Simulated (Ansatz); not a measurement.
## Geometry relaxation, with input and output: C$_{11}$O (part 3 of 3)

The same run, continued: C$_{11}$O (slab, 12 atoms in the cell); DFT PBEsol, scalar-relativistic, plane waves, PAW, no spin polarisation (Ansatz 0.2.0); cutoff 420 eV, 12×12×1 k-mesh, Gaussian smearing of 0.05 eV. The structure derives from an entry of the Crystallography Open Database. The input holds or restrains some coordinates. Forces given for the steps count only the free coordinates. It belongs to a series of runs on one base structure; here: CO put at a hollow C-C site.

Geometry of the input (Å; fractional positions):
```
2.4988  0.0000  0.0000
-1.2494  2.1640  0.0000
0.0000  0.0000  28.9943
C  0.3333  0.6667  0.2932
C  0.6667  0.3333  0.3112
C  0.6667  0.3333  0.3649
C  0.3333  0.6667  0.3829
C  0.3333  0.6667  0.4367
C  0.6667  0.3333  0.4490
C  0.6667  0.3333  0.5535
C  0.3333  0.6667  0.5538
C  0.3333  0.6667  0.6876
C  0.6667  0.3333  0.6876
C  0.0000  0.0000  0.7090
O  0.0000  0.0000  0.7487
```

**Trajectory as extended XYZ, continued**
```
12
Lattice="2.4988 0.0000 0.0000 -1.2494 2.1640 0.0000 0.0000 0.0000 28.9943" Properties=species:S:1:pos:R:3:forces:R:3 step=5 energy=-3264.87570
C     0.0000    1.4427    8.5000    0.0000   0.0000   3.4935
C     1.2494    0.7213    9.0226    0.0000   0.0000  -4.4252
C     1.2494    0.7213   10.5804    0.0000   0.0000   1.3168
C     0.0000    1.4427   11.1030    0.0000   0.0000  -2.8790
C     0.0000    1.4427   12.6608    0.0000   0.0000   2.5314
C     1.2494    0.7213   13.0199    0.0000   0.0000  -0.0209
C     1.2494    0.7213   16.0299    0.0000   0.0000  -0.1262
C     0.0000    1.4427   16.0379    0.0000   0.0000  -0.0550
C     0.0000    1.4427   19.2906    0.0000   0.0000  -2.0818
C     1.2494    0.7213   19.2908    0.0000   0.0000  -2.0578
C     0.0000    0.0000   21.0689    0.0000   0.0000   8.2970
O     0.0000    0.0000   22.2507    0.0000   0.0000  -3.9932
12
Lattice="2.4988 0.0000 0.0000 -1.2494 2.1640 0.0000 0.0000 0.0000 28.9943" Properties=species:S:1:pos:R:3:forces:R:3 step=6 energy=-3265.86019
C     0.0000    1.4427    8.5000    0.0000   0.0000   3.4970
C     1.2494    0.7213    9.0226    0.0000   0.0000  -4.4299
C     1.2494    0.7213   10.5804    0.0000   0.0000   1.3153
C     0.0000    1.4427   11.1030    0.0000   0.0000  -2.8766
C     0.0000    1.4427   12.6608    0.0000   0.0000   2.5311
C     1.2494    0.7213   13.0197    0.0000   0.0000  -0.0261
C     1.2494    0.7213   16.0060    0.0000   0.0000  -0.1473
C     0.0000    1.4427   16.0170    0.0000   0.0000  -0.1454
C     0.0000    1.4427   19.1525    0.0000   0.0000  -0.8587
C     1.2494    0.7213   19.1533    0.0000   0.0000  -0.8333
C     0.0000    0.0000   21.2635    0.0000   0.0000  -3.1628
O     0.0000    0.0000   22.3607    0.0000   0.0000   5.1396
12
Lattice="2.4988 0.0000 0.0000 -1.2494 2.1640 0.0000 0.0000 0.0000 28.9943" Properties=species:S:1:pos:R:3:forces:R:3 step=7 energy=-3266.28642
C     0.0000    1.4427    8.5000    0.0000   0.0000   3.4786
C     1.2494    0.7213    9.0226    0.0000   0.0000  -4.4136
C     1.2494    0.7213   10.5804    0.0000   0.0000   1.2997
C     0.0000    1.4427   11.1030    0.0000   0.0000  -2.8451
C     0.0000    1.4427   12.6608    0.0000   0.0000   2.4662
C     1.2494    0.7213   13.0193    0.0000   0.0000  -0.0087
C     1.2494    0.7213   15.9012    0.0000   0.0000  -0.1954
C     0.0000    1.4427   15.9120    0.0000   0.0000  -0.0537
C     0.0000    1.4427   19.0563    0.0000   0.0000  -0.3306
C     1.2494    0.7213   19.0577    0.0000   0.0000  -0.3194
C     0.0000    0.0000   21.4100    0.0000   0.0000   2.1401
O     0.0000    0.0000   22.5552    0.0000   0.0000  -1.2163
12
Lattice="2.4988 0.0000 0.0000 -1.2494 2.1640 0.0000 0.0000 0.0000 28.9943" Properties=species:S:1:pos:R:3:forces:R:3 step=8 energy=-3266.44395
C     0.0000    1.4427    8.5000    0.0000   0.0000   3.4405
C     1.2494    0.7213    9.0226    0.0000   0.0000  -4.3801
C     1.2494    0.7213   10.5804    0.0000   0.0000   1.2680
C     0.0000    1.4427   11.1030    0.0000   0.0000  -2.7706
C     0.0000    1.4427   12.6608    0.0000   0.0000   2.2876
C     1.2494    0.7213   13.0185    0.0000   0.0000   0.0407
C     1.2494    0.7213   15.7229    0.0000   0.0000  -0.1822
C     0.0000    1.4427   15.7366    0.0000   0.0000   0.1766
C     0.0000    1.4427   19.0627    0.0000   0.0000  -0.1725
C     1.2494    0.7213   19.0646    0.0000   0.0000  -0.1849
C     0.0000    0.0000   21.6038    0.0000   0.0000   0.6630
O     0.0000    0.0000   22.7392    0.0000   0.0000  -0.1864
12
Lattice="2.4988 0.0000 0.0000 -1.2494 2.1640 0.0000 0.0000 0.0000 28.9943" Properties=species:S:1:pos:R:3:forces:R:3 step=9 energy=-3266.50609
C     0.0000    1.4427    8.5000    0.0000   0.0000   3.4434
C     1.2494    0.7213    9.0226    0.0000   0.0000  -4.3829
C     1.2494    0.7213   10.5804    0.0000   0.0000   1.2753
C     0.0000    1.4427   11.1030    0.0000   0.0000  -2.7503
C     0.0000    1.4427   12.6608    0.0000   0.0000   2.3049
C     1.2494    0.7213   13.0209    0.0000   0.0000   0.0139
C     1.2494    0.7213   15.7110    0.0000   0.0000   0.0596
C     0.0000    1.4427   15.7411    0.0000   0.0000  -0.0610
C     0.0000    1.4427   19.0993    0.0000   0.0000  -0.0689
C     1.2494    0.7213   19.1009    0.0000   0.0000  -0.0766
C     0.0000    0.0000   21.8038    0.0000   0.0000   0.2202
O     0.0000    0.0000   22.9370    0.0000   0.0000   0.0222
12
Lattice="2.4988 0.0000 0.0000 -1.2494 2.1640 0.0000 0.0000 0.0000 28.9943" Properties=species:S:1:pos:R:3:forces:R:3 step=10 energy=-3266.53639
C     0.0000    1.4427    8.5000    0.0000   0.0000   3.4493
C     1.2494    0.7213    9.0226    0.0000   0.0000  -4.3891
C     1.2494    0.7213   10.5804    0.0000   0.0000   1.2867
C     0.0000    1.4427   11.1030    0.0000   0.0000  -2.7415
C     0.0000    1.4427   12.6608    0.0000   0.0000   2.3465
C     1.2494    0.7213   13.0232    0.0000   0.0000  -0.0343
C     1.2494    0.7213   15.7207    0.0000   0.0000   0.1662
C     0.0000    1.4427   15.7566    0.0000   0.0000  -0.1621
C     0.0000    1.4427   19.1653    0.0000   0.0000  -0.0293
C     1.2494    0.7213   19.1665    0.0000   0.0000  -0.0351
C     0.0000    0.0000   22.0038    0.0000   0.0000   0.0520
O     0.0000    0.0000   23.1365    0.0000   0.0000   0.0906
12
Lattice="2.4988 0.0000 0.0000 -1.2494 2.1640 0.0000 0.0000 0.0000 28.9943" Properties=species:S:1:pos:R:3:forces:R:3 step=11 energy=-3266.55513
C     0.0000    1.4427    8.5000    0.0000   0.0000   3.4596
C     1.2494    0.7213    9.0226    0.0000   0.0000  -4.3991
C     1.2494    0.7213   10.5804    0.0000   0.0000   1.2979
C     0.0000    1.4427   11.1030    0.0000   0.0000  -2.7434
C     0.0000    1.4427   12.6608    0.0000   0.0000   2.3980
C     1.2494    0.7213   13.0249    0.0000   0.0000  -0.0835
C     1.2494    0.7213   15.7470    0.0000   0.0000   0.1688
C     0.0000    1.4427   15.7813    0.0000   0.0000  -0.1725
C     0.0000    1.4427   19.2124    0.0000   0.0000   0.0019
C     1.2494    0.7213   19.2132    0.0000   0.0000   0.0062
C     0.0000    0.0000   22.1980    0.0000   0.0000  -0.0718
O     0.0000    0.0000   23.3303    0.0000   0.0000   0.1379
12
Lattice="2.4988 0.0000 0.0000 -1.2494 2.1640 0.0000 0.0000 0.0000 28.9943" Properties=species:S:1:pos:R:3:forces:R:3 step=12 energy=-3266.56854
C     0.0000    1.4427    8.5000    0.0000   0.0000   3.4742
C     1.2494    0.7213    9.0226    0.0000   0.0000  -4.4105
C     1.2494    0.7213   10.5804    0.0000   0.0000   1.3008
C     0.0000    1.4427   11.1030    0.0000   0.0000  -2.8053
C     0.0000    1.4427   12.6608    0.0000   0.0000   2.4351
C     1.2494    0.7213   13.0215    0.0000   0.0000  -0.0454
C     1.2494    0.7213   15.8249    0.0000   0.0000   0.0449
C     0.0000    1.4427   15.8461    0.0000   0.0000  -0.0545
C     0.0000    1.4427   19.3328    0.0000   0.0000   0.0118
C     1.2494    0.7213   19.3335    0.0000   0.0000   0.0110
C     0.0000    0.0000   22.3971    0.0000   0.0000   0.0174
O     0.0000    0.0000   23.5303    0.0000   0.0000   0.0205
12
Lattice="2.4988 0.0000 0.0000 -1.2494 2.1640 0.0000 0.0000 0.0000 28.9943" Properties=species:S:1:pos:R:3:forces:R:3 step=13 energy=-3266.57701
C     0.0000    1.4427    8.5000    0.0000   0.0000   3.4845
C     1.2494    0.7213    9.0226    0.0000   0.0000  -4.4190
C     1.2494    0.7213   10.5804    0.0000   0.0000   1.3035
C     0.0000    1.4427   11.1030    0.0000   0.0000  -2.8557
C     0.0000    1.4427   12.6608    0.0000   0.0000   2.4650
C     1.2494    0.7213   13.0188    0.0000   0.0000  -0.0084
C     1.2494    0.7213   15.9001    0.0000   0.0000  -0.0007
C     0.0000    1.4427   15.9145    0.0000   0.0000  -0.0111
C     0.0000    1.4427   19.4811    0.0000   0.0000   0.0076
C     1.2494    0.7213   19.4815    0.0000   0.0000   0.0097
C     0.0000    0.0000   22.5915    0.0000   0.0000   0.0946
O     0.0000    0.0000   23.7255    0.0000   0.0000  -0.0701
12
Lattice="2.4988 0.0000 0.0000 -1.2494 2.1640 0.0000 0.0000 0.0000 28.9943" Properties=species:S:1:pos:R:3:forces:R:3 step=14 energy=-3266.58231
C     0.0000    1.4427    8.5000    0.0000   0.0000   3.4928
C     1.2494    0.7213    9.0226    0.0000   0.0000  -4.4268
C     1.2494    0.7213   10.5804    0.0000   0.0000   1.3073
C     0.0000    1.4427   11.1030    0.0000   0.0000  -2.8847
C     0.0000    1.4427   12.6608    0.0000   0.0000   2.4870
C     1.2494    0.7213   13.0176    0.0000   0.0000   0.0104
C     1.2494    0.7213   15.9552    0.0000   0.0000   0.0319
C     0.0000    1.4427   15.9690    0.0000   0.0000  -0.0392
C     0.0000    1.4427   19.6510    0.0000   0.0000   0.0013
C     1.2494    0.7213   19.6513    0.0000   0.0000   0.0011
C     0.0000    0.0000   22.7868    0.0000   0.0000  -0.0266
O     0.0000    0.0000   23.9199    0.0000   0.0000   0.0454
12
Lattice="2.4988 0.0000 0.0000 -1.2494 2.1640 0.0000 0.0000 0.0000 28.9943" Properties=species:S:1:pos:R:3:forces:R:3 step=15 energy=-3266.58409
C     0.0000    1.4427    8.5000    0.0000   0.0000   3.5007
C     1.2494    0.7213    9.0226    0.0000   0.0000  -4.4343
C     1.2494    0.7213   10.5804    0.0000   0.0000   1.3077
C     0.0000    1.4427   11.1030    0.0000   0.0000  -2.9298
C     0.0000    1.4427   12.6608    0.0000   0.0000   2.4958
C     1.2494    0.7213   13.0147    0.0000   0.0000   0.0604
C     1.2494    0.7213   16.0411    0.0000   0.0000  -0.0955
C     0.0000    1.4427   16.0445    0.0000   0.0000   0.0781
C     0.0000    1.4427   19.7750    0.0000   0.0000   0.0060
C     1.2494    0.7213   19.7753    0.0000   0.0000   0.0053
C     0.0000    0.0000   22.9787    0.0000   0.0000   0.0276
O     0.0000    0.0000   24.1123    0.0000   0.0000  -0.0221
12
Lattice="2.4988 0.0000 0.0000 -1.2494 2.1640 0.0000 0.0000 0.0000 28.9943" Properties=species:S:1:pos:R:3:forces:R:3 step=16 energy=-3266.58593
C     0.0000    1.4427    8.5000    0.0000   0.0000   3.4995
C     1.2494    0.7213    9.0226    0.0000   0.0000  -4.4340
C     1.2494    0.7213   10.5804    0.0000   0.0000   1.3130
C     0.0000    1.4427   11.1030    0.0000   0.0000  -2.9032
C     0.0000    1.4427   12.6608    0.0000   0.0000   2.5099
C     1.2494    0.7213   13.0173    0.0000   0.0000   0.0084
C     1.2494    0.7213   16.0063    0.0000   0.0000  -0.0383
C     0.0000    1.4427   16.0136    0.0000   0.0000   0.0410
C     0.0000    1.4427   19.9039    0.0000   0.0000  -0.0010
C     1.2494    0.7213   19.9040    0.0000   0.0000   0.0025
C     0.0000    0.0000   23.1314    0.0000   0.0000   0.0060
O     0.0000    0.0000   24.2648    0.0000   0.0000  -0.0038
12
Lattice="2.4988 0.0000 0.0000 -1.2494 2.1640 0.0000 0.0000 0.0000 28.9943" Properties=species:S:1:pos:R:3:forces:R:3 step=17 energy=-3266.58610
C     0.0000    1.4427    8.5000    0.0000   0.0000   3.5043
C     1.2494    0.7213    9.0226    0.0000   0.0000  -4.4401
C     1.2494    0.7213   10.5804    0.0000   0.0000   1.3201
C     0.0000    1.4427   11.1030    0.0000   0.0000  -2.9079
C     0.0000    1.4427   12.6608    0.0000   0.0000   2.5318
C     1.2494    0.7213   13.0180    0.0000   0.0000  -0.0053
C     1.2494    0.7213   16.0379    0.0000   0.0000   0.0417
C     0.0000    1.4427   16.0494    0.0000   0.0000  -0.0466
C     0.0000    1.4427   19.9790    0.0000   0.0000   0.0023
C     1.2494    0.7213   19.9792    0.0000   0.0000   0.0013
C     0.0000    0.0000   23.2336    0.0000   0.0000  -0.0051
O     0.0000    0.0000   24.3670    0.0000   0.0000   0.0036
12
Lattice="2.4988 0.0000 0.0000 -1.2494 2.1640 0.0000 0.0000 0.0000 28.9943" Properties=species:S:1:pos:R:3:forces:R:3 step=18 energy=-3266.58622
C     0.0000    1.4427    8.5000    0.0000   0.0000   3.5037
C     1.2494    0.7213    9.0226    0.0000   0.0000  -4.4393
C     1.2494    0.7213   10.5804    0.0000   0.0000   1.3190
C     0.0000    1.4427   11.1030    0.0000   0.0000  -2.9098
C     0.0000    1.4427   12.6608    0.0000   0.0000   2.5279
C     1.2494    0.7213   13.0177    0.0000   0.0000  -0.0004
C     1.2494    0.7213   16.0375    0.0000   0.0000  -0.0010
C     0.0000    1.4427   16.0462    0.0000   0.0000  -0.0008
C     0.0000    1.4427   20.0135    0.0000   0.0000   0.0009
C     1.2494    0.7213   20.0137    0.0000   0.0000  -0.0007
C     0.0000    0.0000   23.2544    0.0000   0.0000   0.0075
O     0.0000    0.0000   24.3879    0.0000   0.0000  -0.0071
```

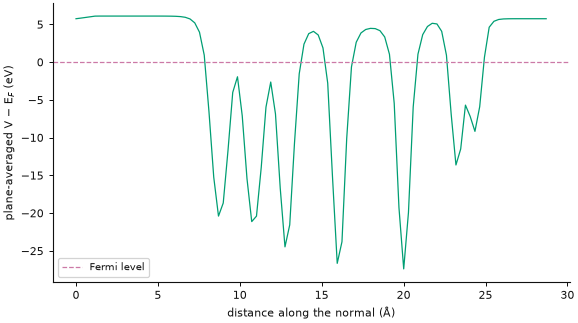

Fig. 1: Plane average of the electrostatic potential energy of an electron across the cell, from the Fermi level. The vacuum level lies 5.74 eV above the Fermi level on the upper side and 6.09 eV on the lower.

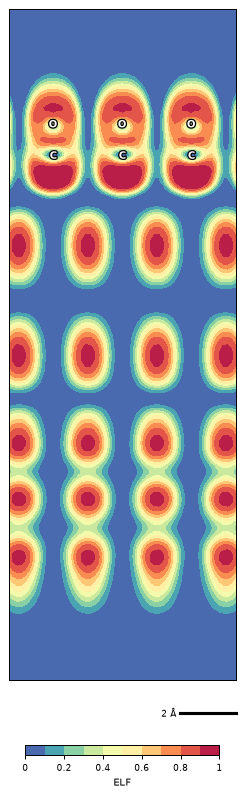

Fig. 2: ELF on the (100) plane of the calculation cell, a cut from vacuum to vacuum. C–O (1.13 Å): the ELF peaks at about 0.85 between the atoms (inside overlapping PAW spheres, so only a guide); a multiple bond by its length, whose ELF region spreads away from the axis. Core electrons are frozen (PAW), so the fields are smoothed inside the atomic spheres.

**Results in brief**

```csv
quantity,value
outcome,converged under the restraints of the input
electrons treated,50
free energy,−3266.5862 eV
"work function, top face",5.74 eV
"work function, bottom face",6.09 eV
Fermi energy,2.592 eV
gap on the k-point mesh,none (metallic)
final volume,156.79 Å³
work function (upper face),5.74 eV
"largest force (length of the vector) at the end, held atoms and coordinates included",4.439 eV/Å
wall time,3 min (CPU time 5.9 min)
peak memory,0.46 GiB
```

**Notes**

Warnings of the run: the exchange-correlation potential is rough where the density is thin.
